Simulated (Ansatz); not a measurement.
# Molecular dynamics of SnO$_{2}$ (part 3 of 3)

SnO$_{2}$ (P1, 24 atoms in the cell); DFT PBEsol, scalar-relativistic, plane waves, PAW, PAW set soft_1, no spin polarisation (Ansatz 0.2.0); cutoff 420 eV, 3×3×3 k-mesh, Fermi–Dirac smearing of 0.17 eV. The structure derives from an entry of the Crystallography Open Database. It belongs to a series of runs on one base structure; here: dynamics from the last frame of the run before.

Geometry of the input (Å; fractional positions):
```
-4.8903  -4.8903  0.0000
4.8903  -4.8903  0.0000
0.0000  0.0000  6.5785
Sn 0.5073  0.4914  0.0137
Sn -0.0161  0.4977  0.2559
O  0.1873  0.4992  -0.0094
O  -0.0384  0.1583  0.2758
O  0.7974  0.4518  0.0386
O  0.0439  0.7928  0.2408
Sn 0.5077  0.4611  0.5334
Sn -0.0071  0.5010  0.7255
O  0.1913  0.4642  0.4961
O  0.0025  0.1997  0.7792
O  0.7873  0.5001  0.4695
O  0.0510  0.8207  0.7615
Sn 0.0072  0.0244  0.0040
Sn 0.5349  -0.0434  0.2672
O  0.6742  -0.0556  0.0214
O  0.4896  0.6690  0.3018
O  0.3208  0.0478  0.0040
O  0.5236  0.2712  0.2464
Sn 0.0080  -0.0430  0.4816
Sn 0.4940  -0.0208  0.7906
O  0.7142  0.0131  0.4975
O  0.5369  0.6769  0.7588
O  0.3359  0.0459  0.5278
O  0.4959  0.2765  0.7665
```

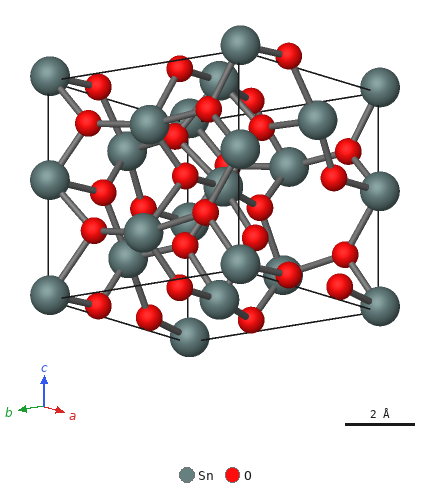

*The geometry at step 69 of the log (ball-and-stick view of the cell of the calculation, seen at an oblique angle).*

## Trajectory as extended XYZ, continued
```
24
Lattice="-4.8903 -4.8903 0.0000 4.8903 -4.8903 0.0000 0.0000 0.0000 6.5785" Properties=species:S:1:pos:R:3:forces:R:3 step=17 time_fs=25.5 energy=-56567.54708 temperature=1812.8
Sn   -0.1008   -4.7525    0.1314    1.8037  -0.4014   0.1888
Sn    2.5489   -2.3451    1.5976   -1.4274   0.0049   0.7559
O     1.4866   -3.2652    0.0632   -0.0585   0.0198   0.0028
O     1.0864   -0.8374    1.5296   -0.8951   0.1839   1.7315
O    -1.5895   -6.1640   -0.0571   -0.4874  -1.3825   0.4383
O     3.6304   -4.1148    1.5691    1.0089  -0.2450   0.0528
Sn   -0.2213   -4.7548    3.4995    1.8804  -0.7043  -2.4094
Sn    2.4702   -2.4338    4.9391   -2.6569  -0.0693   1.0926
O     1.4616   -3.4697    3.4279    0.1054   0.7128  -1.0145
O     0.9224   -0.8967    4.8224   -1.0816   0.3682   0.4858
O    -1.4709   -6.5195    3.4350    0.4590   1.4279  -2.0613
O     3.6363   -4.0401    4.8557    1.2161  -2.0007   1.3041
Sn    0.0037   -0.1345    0.0229   -0.3732   0.4589  -1.7552
Sn   -2.7022   -2.3232    1.8230   -2.2432  -1.9903  -0.7756
O    -3.7565   -3.2991   -0.0211    1.3362   0.7488   0.5181
O     0.7510   -5.7372    1.8433    0.6436  -0.5545  -0.3779
O    -1.6370   -1.5757    0.3119    0.7039   0.4378  -2.2056
O    -1.0438   -4.0410    1.6827   -1.7094   1.2722   1.5696
Sn   -0.2757    0.1274    3.2373    1.2729  -1.6254   0.8721
Sn   -2.4825   -2.3603    5.0926   -2.1130  -0.6178   0.6552
O    -3.9466   -3.2346    3.4526    2.5283   1.1468  -0.7975
O     0.7013   -5.7387    5.1114    1.8057  -1.0763  -0.4361
O    -1.4909   -2.0528    3.3295    0.7213   2.4664   1.0810
O    -0.8162   -3.7690    5.0729   -2.4398   1.4193   1.0846
24
Lattice="-4.8903 -4.8903 0.0000 4.8903 -4.8903 0.0000 0.0000 0.0000 6.5785" Properties=species:S:1:pos:R:3:forces:R:3 step=34 time_fs=51.0 energy=-56567.32457 temperature=1335.0
Sn   -0.1007   -4.7220    0.2632   -0.8548  -0.4729  -2.2690
Sn    2.5006   -2.4078    1.5459    0.2067   0.6407   2.3690
O     1.3505   -3.2377    0.1373   -0.9822  -0.6795  -1.2406
O     1.0300   -0.9970    1.5273   -1.3640   1.5156   0.7552
O    -1.4288   -6.4872   -0.1122   -0.5321   0.6979   0.5928
O     3.7672   -3.9992    1.5625    1.0265  -0.8917   1.1136
Sn   -0.2385   -4.8048    3.4911    0.6903  -0.1708  -0.1288
Sn    2.2932   -2.4250    5.0222    0.5488  -0.6563  -2.5525
O     1.4442   -3.5196    3.1595    0.0798   0.7935   0.9916
O     0.7338   -0.8001    4.8574    1.9786  -1.8629   0.7224
O    -1.4451   -6.4795    3.2791   -1.5458  -0.2524   0.8828
O     3.6644   -4.0984    5.1058   -0.5134   0.6906  -1.2060
Sn   -0.1424   -0.1757    0.0269    1.1785   2.3456   0.2987
Sn   -2.6744   -2.2204    1.8947   -0.1361  -1.0398  -1.7246
O    -3.7376   -3.2772   -0.1506    0.3644  -0.3153   1.7070
O     0.5174   -5.9918    1.6519    0.5957   1.2565   0.9419
O    -1.7595   -1.3807    0.1282   -0.3209  -1.0950   0.3603
O    -1.2924   -3.8565    1.8945    0.5613  -0.4811  -0.5661
Sn   -0.2456    0.0845    3.3611    1.1739   3.2362  -0.7957
Sn   -2.5284   -2.4283    5.0557   -2.9367   2.3071   0.5133
O    -3.9212   -2.8345    3.5038    1.6767  -1.4556  -0.7108
O     0.8611   -5.5490    5.0555   -0.1760   0.2743   0.5264
O    -1.3351   -1.4725    3.3436   -3.1702  -2.6301  -0.0813
O    -1.3193   -3.9107    5.1667    2.4512  -1.7544  -0.4996
24
Lattice="-4.8903 -4.8903 0.0000 4.8903 -4.8903 0.0000 0.0000 0.0000 6.5785" Properties=species:S:1:pos:R:3:forces:R:3 step=51 time_fs=76.5 energy=-56567.47894 temperature=1249.7
Sn   -0.1344   -4.6846    0.2607   -1.6893  -1.4236  -1.1987
Sn    2.4929   -2.4633    1.5552   -0.9672   0.5720   2.0211
O     1.2385   -3.2094    0.0113    0.5061  -0.2786   0.8223
O     0.7786   -0.9834    1.6721    0.7478  -0.1175   1.1620
O    -1.2481   -6.6547    0.0798   -1.1844   0.7616  -0.6293
O     3.7576   -4.1530    1.7320   -0.3917   0.7460   0.0860
Sn   -0.2663   -4.7866    3.5266    0.4112  -0.1643  -1.3443
Sn    2.2449   -2.4624    4.9108    1.5276  -2.0708   0.3942
O     1.3418   -3.3269    3.1390   -0.1997  -0.2783   1.1118
O     0.8967   -1.1276    5.2022   -2.0517   2.3671  -1.8493
O    -1.6614   -6.4404    3.5060    0.9954   0.1443  -2.1646
O     3.7310   -4.0727    5.1091    0.2982   0.1921  -0.4247
Sn   -0.1136   -0.2025    0.0484    0.4342   2.2833   1.9997
Sn   -2.7064   -2.1138    1.8928    0.6687  -1.6966  -2.7966
O    -3.6981   -3.3085    0.1256    0.7452   0.4525  -0.4102
O     0.4930   -5.8531    1.8687    0.7522   0.7917  -0.1378
O    -1.7455   -1.4359    0.0935   -0.2393  -0.5851   0.4565
O    -1.3887   -3.8737    1.8408    1.3114  -0.4376  -0.4002
Sn   -0.1849    0.1636    3.4710    0.9267  -1.0118  -1.8335
Sn   -2.6053   -2.4036    5.0728   -1.0517  -0.1619   1.2268
O    -3.5225   -3.1135    3.4045   -1.9562  -1.7250   0.9122
O     0.9656   -5.3953    5.0734   -0.2355  -1.0077   0.3625
O    -1.6490   -1.3862    3.4423    0.5035  -0.0001   0.8236
O    -1.5064   -4.3530    5.0092    0.1386   2.6488   1.8103
24
Lattice="-4.8903 -4.8903 0.0000 4.8903 -4.8903 0.0000 0.0000 0.0000 6.5785" Properties=species:S:1:pos:R:3:forces:R:3 step=69 time_fs=103.5 energy=-56568.60309 temperature=1270.6
Sn   -0.1605   -4.7212    0.1526    0.0764  -0.9409   2.2062
Sn    2.4346   -2.4917    1.5711   -0.2022   0.9671   1.8325
O     1.2563   -3.1492    0.1114   -0.3787  -0.8123  -0.9410
O     0.8324   -0.9413    1.8916    0.0530   0.1471  -0.7228
O    -1.3932   -6.6154    0.0113   -0.4121   0.7993   0.1258
O     3.6441   -4.1458    1.9677    0.4597   0.6587  -0.9656
Sn   -0.2837   -4.7618    3.5595    0.2218   0.1698  -1.1229
Sn    2.2533   -2.4972    4.8279    1.5216   0.6627   3.4558
O     1.0899   -3.1640    3.4773   -0.4314  -1.4021  -1.5701
O     0.7304   -1.0060    5.0094    0.6720  -0.2792   1.7605
O    -1.6219   -6.4194    3.3523    0.2662  -0.0779  -0.1943
O     3.8364   -3.9942    5.1505   -0.4229   0.6377   0.2479
Sn   -0.0745   -0.1184    0.1836   -0.1372   0.4884   1.0952
Sn   -2.7016   -2.1457    1.8373    1.1541  -1.4521   1.1694
O    -3.5214   -3.4044    0.3628   -0.3537   0.4186  -0.8995
O     0.7174   -5.6168    1.9554    0.2769  -0.5434  -0.8874
O    -1.7127   -1.4751    0.2199    0.5281   0.2656  -0.7865
O    -1.0769   -3.7837    1.8320   -0.4129  -0.1281   0.2287
Sn   -0.0328    0.1304    3.5830   -1.6100  -1.4604  -2.3138
Sn   -2.7051   -2.3732    5.1091    1.0671   0.3070   1.9066
O    -3.3692   -3.5239    3.6542   -0.1743   1.0883  -1.6218
O     1.0181   -5.5973    5.2161   -1.7002   0.4964  -0.3932
O    -1.8241   -1.2599    3.5789    0.0635  -1.2840  -0.5250
O    -1.3348   -4.1698    5.2406   -0.1247   1.2736  -1.0849
24
Lattice="-4.8903 -4.8903 0.0000 4.8903 -4.8903 0.0000 0.0000 0.0000 6.5785" Properties=species:S:1:pos:R:3:forces:R:3 step=86 time_fs=129.0 energy=-56569.20374 temperature=793.1
Sn   -0.2066   -4.7847    0.1507   -0.3354   0.5205   2.9845
Sn    2.3759   -2.5086    1.6352   -0.7024   0.9101   0.8464
O     1.3677   -3.2830    0.0393   -0.4346  -0.6949   0.6031
O     0.8948   -0.8570    1.8793    0.1922  -0.4573  -0.0651
O    -1.6416   -6.3634    0.0533    0.1704   0.3114   0.4323
O     3.7933   -3.9698    1.9338    0.4190  -0.1962  -0.3038
Sn   -0.2836   -4.7169    3.5972   -0.4425   0.3559  -1.8234
Sn    2.2614   -2.5019    4.9226    0.8300   0.6435   1.3167
O     1.0198   -3.1064    3.4652    1.2601  -0.6693  -0.4862
O     0.8163   -0.9837    5.1549   -0.2048   1.0527  -0.0131
O    -1.6355   -6.4541    3.3185    0.3794   0.5307   0.6088
O     3.8993   -3.7991    5.2847    0.5082  -0.7461  -1.3788
Sn   -0.0450   -0.0371    0.3033   -1.0986   0.0503  -1.2980
Sn   -2.6873   -2.2414    1.8483    1.7784  -0.8086  -0.2481
O    -3.5802   -3.3309    0.2661    0.0234   0.5076   0.0884
O     0.9318   -5.5736    1.8558   -1.4394   0.3357  -0.2373
O    -1.5626   -1.5009    0.1193   -0.8785   0.4636   0.9991
O    -0.9772   -3.6789    1.9072   -0.4617  -0.9461  -0.6918
Sn    0.0389    0.0862    3.5494   -1.7309  -1.0204   0.4925
Sn   -2.7425   -2.3819    5.1970    0.7350   1.0595  -1.0393
O    -3.2787   -3.5208    3.4551   -0.9012   0.6253   0.6420
O     0.7347   -5.6424    5.1613    0.2256  -0.5766  -0.6860
O    -1.8201   -1.4237    3.4830    0.8062   0.6952   1.1431
O    -1.2242   -3.6823    5.3813    1.3019  -1.9465  -1.8860
24
Lattice="-4.8903 -4.8903 0.0000 4.8903 -4.8903 0.0000 0.0000 0.0000 6.5785" Properties=species:S:1:pos:R:3:forces:R:3 step=103 time_fs=154.5 energy=-56570.14814 temperature=762.3
Sn   -0.2559   -4.8482    0.2414    1.7209   0.2105  -1.2235
Sn    2.3545   -2.5018    1.6999    0.2696   0.3788   2.2480
O     1.5008   -3.5175    0.1737    0.0770   0.6292  -0.9306
O     0.9624   -0.9226    1.8443   -0.7573   0.3363   0.4039
O    -1.7246   -6.1927    0.2196   -0.6299  -1.4341  -0.4157
O     4.0257   -3.8357    1.8825   -0.7243   0.1387   0.2765
Sn   -0.3288   -4.6814    3.5524    1.9102  -1.9428  -2.9697
Sn    2.2766   -2.4538    5.0658    0.8255  -0.1089   0.2453
O     1.3883   -3.3118    3.4140   -0.1876  -0.2249   0.1963
O     0.9003   -0.8651    5.2669   -0.1620  -0.3108  -0.4346
O    -1.6075   -6.3745    3.5659   -0.2234   0.3525  -1.0923
O     4.0301   -3.8602    5.0728   -1.1129   0.4051   1.3470
Sn   -0.0884    0.0098    0.3319   -0.0465   0.1072  -1.7047
Sn   -2.6462   -2.3418    1.8845    0.2164   0.8403   0.5713
O    -3.6216   -3.1670    0.2674    0.0890  -0.8313  -0.2060
O     0.8130   -5.6016    1.8150   -0.0715  -0.8712   1.0195
O    -1.7457   -1.3317    0.2996    0.5264  -0.0392  -0.6425
O    -0.9686   -3.7398    1.7579   -1.1947   0.5498   0.8844
Sn    0.0027    0.0300    3.5630   -0.4979  -0.8395  -0.4227
Sn   -2.7018   -2.3104    5.2275    0.5630   0.4477  -1.2703
O    -3.3915   -3.4412    3.4880    0.2196   0.4701   0.3855
O     0.6292   -5.7977    5.0726    0.4644   0.1795   0.6575
O    -1.6479   -1.4678    3.5473    0.1497   0.3937  -0.0398
O    -0.9854   -3.7269    5.0510   -1.4238   1.1631   3.1172
24
Lattice="-4.8903 -4.8903 0.0000 4.8903 -4.8903 0.0000 0.0000 0.0000 6.5785" Properties=species:S:1:pos:R:3:forces:R:3 step=120 time_fs=180.0 energy=-56570.31521 temperature=482.5
Sn   -0.2141   -4.8951    0.2770    1.3129  -0.0868  -1.2442
Sn    2.3547   -2.4744    1.7937   -0.3393  -0.0198   2.1218
O     1.5602   -3.4751    0.1861   -1.2110  -0.2998   0.4522
O     0.7829   -0.9001    1.8767    0.4713  -0.4031   0.1661
O    -1.7413   -6.3229    0.2762    0.6650   0.8856  -0.5204
O     4.0328   -3.6942    1.9184   -0.1227  -0.8789   0.1657
Sn   -0.3193   -4.7073    3.4178    1.4721  -0.3917   2.9204
Sn    2.3247   -2.4154    5.1817   -0.0782  -0.0286  -1.3621
O     1.5142   -3.5225    3.4287   -0.4453   0.8367   0.4815
O     0.8342   -0.8969    5.2155   -0.1153   0.0563   0.1654
O    -1.6810   -6.2380    3.5593   -0.8592  -0.3718  -0.3709
O     3.8548   -3.7673    5.1884    1.0845  -1.2113  -0.1302
Sn   -0.1350    0.0336    0.2786   -0.3476   1.0117  -0.0975
Sn   -2.5826   -2.3832    1.9462   -1.0920   1.5670  -0.3580
O    -3.5901   -3.3088    0.2890    0.9455   0.4278   0.0179
O     0.6893   -5.8497    2.0498   -0.2809   0.6064  -1.4544
O    -1.8619   -1.1976    0.2971    0.4957  -0.6112   0.2842
O    -1.0657   -3.7081    1.8041    0.5469  -0.8470  -0.0516
Sn   -0.0488    0.0264    3.5783   -0.1539   1.5006  -0.3807
Sn   -2.6395   -2.2776    5.2427    0.4818   0.0325   0.3424
O    -3.4355   -3.2148    3.6217   -0.2620  -1.1635  -0.4901
O     0.6765   -5.8532    5.1943   -0.5401   0.9359   0.0733
O    -1.4496   -1.4087    3.5747   -1.6097  -1.0332  -0.0872
O    -1.0149   -3.7077    5.2980   -0.0185  -0.5136  -0.6436
```
